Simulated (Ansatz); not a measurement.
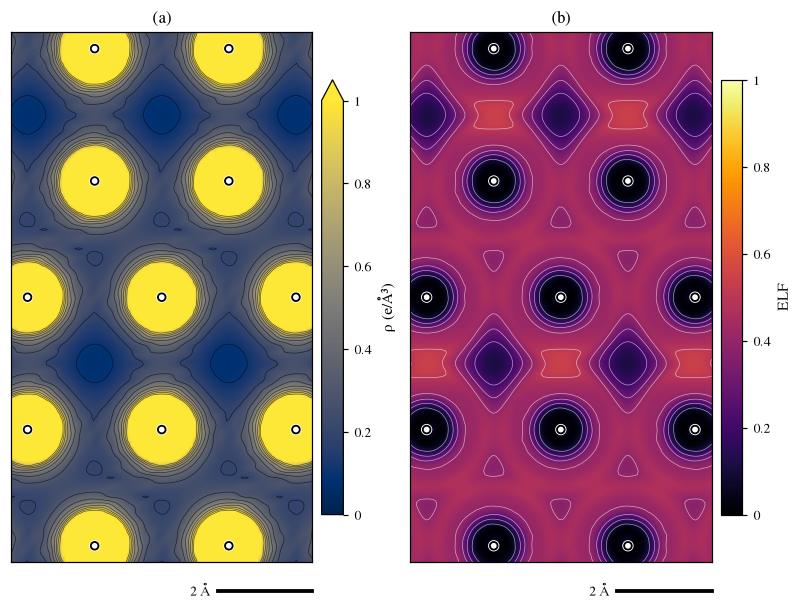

*Ge. (a) valence pseudo-density; (b) electron localisation function on the (001) plane of the conventional cell. Circles mark the nuclei in the plane (Ge).*

Space group Fddd; a structure generated by program, which may or may not match a known phase.

The calculation used DFT PBE, scalar-relativistic, plane waves, PAW in Ansatz 0.2.0.

In a PAW calculation such maps are meaningful between the atoms, not at the nuclei.

Input

```
crystal:
  lattice:
    - [2.9261901, 0.0, 0.0]
    - [1.46309505, 5.28517398, 0.0]
    - [1.46309505, 0.0, 5.29031713]
  atoms:
    - { symbol: Ge, position: [0.87001926, 0.25996149, 0.0] }
    - { symbol: Ge, position: [0.87998074, 0.24003851, 0.5] }
    - { symbol: Ge, position: [0.12998074, 0.74003851, 0.0] }
    - { symbol: Ge, position: [0.62001926, 0.75996149, 0.5] }
basis:
  ecutwfc: 420
kpoints:
  mp_grid: { grid: [16, 16, 16] }
hamiltonian:
  xc: pbe
scf:
  occupations: { method: gaussian, width: 0.1 }
output:
  forces: true
  stress: true
  eigenvalues: true
  write_density: true
  write_potential: true
  elf: true
  volumetric_format: npy
relax:
  adjacent_minimum: "off"
  f_tol: 0.01
  max_steps: 80
  cell: { stress_tol: 0.05 }
```

Launched as:

```sh
ansatz run input.yaml --threads 1 --pin off --max-ram 2560MiB --backend cpu --events-out ev --progress --plain --runs-dir out
```

Below, planes, directions and counts refer to the conventional cell (a = 2.84 Å, b = 10.52 Å, c = 10.70 Å, α = 90.00°, β = 90.00°, γ = 90.00°).

The fields are those of the run's last geometry, not of the input's.

Interpret the plot.

The section cuts through Ge sites.
Ge–Ge (2.80 Å): the density is about 0.27 e/Å³ at the midpoint; the ELF reaches about 0.55 near the midpoint.
Ge–Ge (2.84 Å): ρ is about 0.25 e/Å³ halfway; the ELF is about 0.45 at the midpoint.
Between the atoms the lowest density in this plane is 0.08 e/Å³.

Does the calculation give a band gap?

It is gapless in this calculation (a metal or semimetal).
